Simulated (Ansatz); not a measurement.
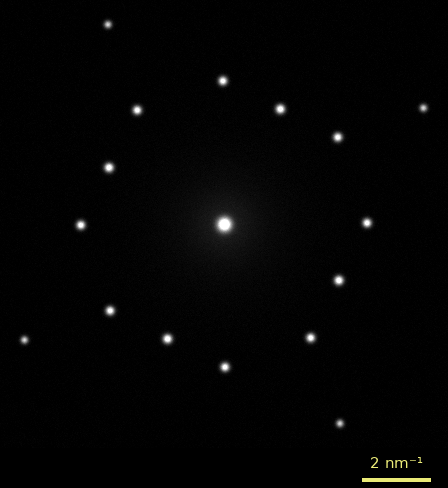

Computed electron diffraction pattern, 200 kV, single scattering only, B = 0.3 Å².

Phase: Ti, space group Pm-3n (No. 223), a = 5.25 Å. Structure: the input geometry of an electronic-structure calculation (not necessarily at equilibrium); the starting structure was generated, so it need not be a known form of this composition.

```tsv
atom	site	symmetry	x	y	z
Ti	2a	m-3.	0.0000	0.0000	0.0000
Ti	6c	-4m.2	0.2500	0.0000	0.5000
```

Measure the pattern against the scale bar and name the zone.

The spots form a square net with both shortest vectors at d = 5.25 Å, 90.0° apart. They index as 1 0 0 (itself extinct) and 0 1 0 (itself extinct), so the zone axis is [001] (or an equivalent direction of <001>).

Which reflections of this zone are missing, and why?

A screw axis and a glide plane both extinguish reflections such as 0 1 0, 1 0 0, 0 3 0; reflections such as 1 4 0, 4 -1 0 are allowed by the space group but vanish because the atoms sit on special positions; reflections such as 1 -1 0, 1 1 0, 2 -2 0 are allowed but too weak to see at this display level. In a thicker crystal double diffraction can put intensity into those places emptied by glide planes or screw axes that lie on the net of the visible spots, but never into those emptied by centring.

List the strongest reflections.

Strongest reflections with d > 1.61 Å, one of each family (|F|² from tabulated Gaussian fits of the electron scattering factors, times a small damping for the curvature of the Ewald sphere):

| hkl | d (Å) | I (strongest = 100) |
| --- | --- | --- |
| 2 0 0 | 2.625 | 100 |
| 2 1 0 | 2.348 | 80 |
